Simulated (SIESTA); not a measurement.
## A series of single points on Si

System: Si (1 atom in the cell).
Method: Kohn-Sham DFT of a periodic cell, LDA, PseudoDojo 0.4 standard, converted to PSML, no spin polarisation (SIESTA 5.4.2).

The 7 runs differ only in the geometry, by an even scaling of the cell at fixed fractional positions. The structure derives from a Materials Project entry.

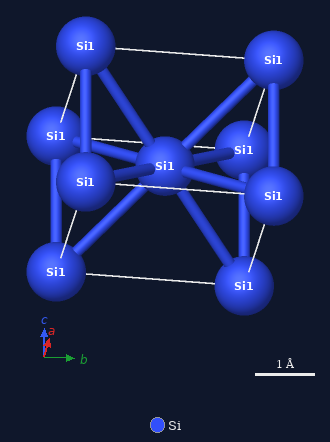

Figure 1. The structure of run 4 (ball-and-stick view of the cell 2 times as large as that of the calculation, set on its symmetry axes, seen at an oblique angle; atoms are numbered from 1 in the order of the input). An atom can appear more than once, as a periodic image.

### Input of run 4
```
SystemName                      Si
SystemLabel                     Si
NumberOfSpecies                 1
NumberOfAtoms                   1
%block ChemicalSpeciesLabel
  1  14 Si
%endblock ChemicalSpeciesLabel

LatticeConstant                 1.0 Ang
%block LatticeVectors
    -1.6269149300     1.6269149300     1.3203298500
     1.6269149300    -1.6269149300     1.3203298500
     1.6269149300     1.6269149300    -1.3203298500
%endblock LatticeVectors
AtomicCoordinatesFormat         Fractional
%block AtomicCoordinatesAndAtomicSpecies
     0.0000000000     0.0000000000     0.0000000000  1  Si
%endblock AtomicCoordinatesAndAtomicSpecies

%block kgrid.MonkhorstPack
   13   0   0  0.0
    0  13   0  0.0
    0   0  13  0.0
%endblock kgrid.MonkhorstPack
XC.Functional                   LDA
XC.Authors                      PW92
PAO.BasisSize                   DZP
PAO.EnergyShift                 0.003 Ry
Mesh.Cutoff                     500 Ry
OccupationFunction              FD
ElectronicTemperature           0.05 eV
MaxSCFIterations                120
SCF.MustConverge                false
SCF.Mixer.Method                Pulay
SCF.Mixer.Weight                0.25
SCF.Mixer.History               8
SCF.DM.Tolerance                5.0e-05
SCF.H.Tolerance                 1.0e-03 eV
WriteForces                     true
Charge.Mulliken                 end
```

Command:
```bash
siesta < Si.fdf > Si.out 2>&1
```

Lattice vectors (Å) and fractional positions of run 4:
```
  -1.626915    1.626915    1.320330
   1.626915   -1.626915    1.320330
   1.626915    1.626915   -1.320330
Si  0.000000  0.000000  0.000000
```

Run 2 differs from it as follows:
```diff
-    -1.6269149300     1.6269149300     1.3203298500
-     1.6269149300    -1.6269149300     1.3203298500
-     1.6269149300     1.6269149300    -1.3203298500
+    -1.6049268977     1.6049268977     1.3024853673
+     1.6049268977    -1.6049268977     1.3024853673
+     1.6049268977     1.6049268977    -1.3024853673
```

### Results, with one run withheld

| run | volume per atom (Å³) | free energy per atom, from the lowest run given (meV) | pressure (GPa) |
| --- | --- | --- | --- |
| 1 | 13.140 | 19.91 | 7.41 |
| 2 | 13.420 | ? | ? |
| 3 | 13.699 | 2.71 | 2.63 |
| 4 | 13.979 | 0.00 | 0.53 |
| 5 | 14.258 | 0.73 | −1.30 |
| 6 | 14.538 | 4.40 | −2.84 |
| 7 | 14.818 | 10.60 | −4.23 |

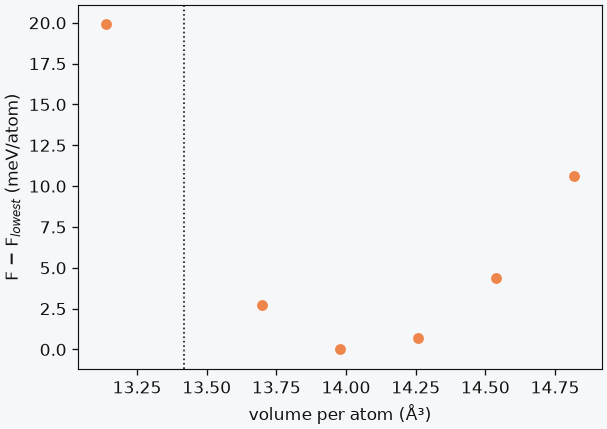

Figure 2. Free energy per atom of the runs given; the dotted line marks run 2.

Fit the runs given and predict run 2.

A cubic polynomial in V^(−2/3) (the Birch–Murnaghan form), fitted to the 6 runs given, misses them by at most 0.03 meV per atom. With x = V^(−2/3) − 0.17171 Å⁻², it reads F = −0.087906 + 6.9833 x + 3.111e+05 x² + 1.3385e+06 x³ (meV per atom). At run 2 it gives 9.12 meV per atom, and the run itself gives 9.25. The slope of the fit gives a pressure −dF/dV of 4.88 GPa there, and the run prints 4.91 GPa. The fit has its minimum at 14.056 Å³ per atom, where V d²F/dV² gives 92.9 GPa. Cell shape and fractional positions are held, so this is the stiffness under even scaling; the relaxed bulk modulus wasn't computed.

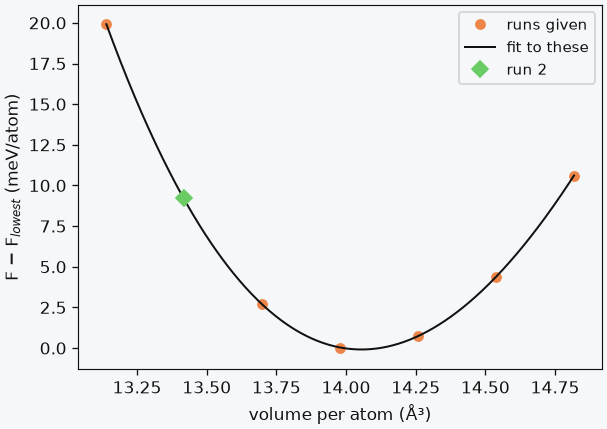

Figure 3. The fit and the withheld run.

### Some lines of the output (run 2)
```
[...]
outcell: Cell volume (Ang**3)        :     13.4197
stepf: Fermi-Dirac step function
siesta: Etot    =      -115.453846
siesta: FreeEng =      -115.458660
        iscf     Eharris(eV)        E_KS(eV)     FreeEng(eV)     dDmax    Ef(eV) dHmax(eV)
siesta: E_KS(eV) =             -115.4558
siesta: E_KS - E_eggbox =      -115.4558
siesta: Etot    =      -115.455760
siesta: FreeEng =      -115.460570
siesta:         Fermi =      -5.808423
siesta: Cell volume =         13.419717 Ang**3
    Orbital volume contribution        =           1.137899 eV
```

Notes: Points of doubt noted for this run: mulliken charges of long orbitals. With a small basis of atomic orbitals these values can differ much from converged plane-wave results.
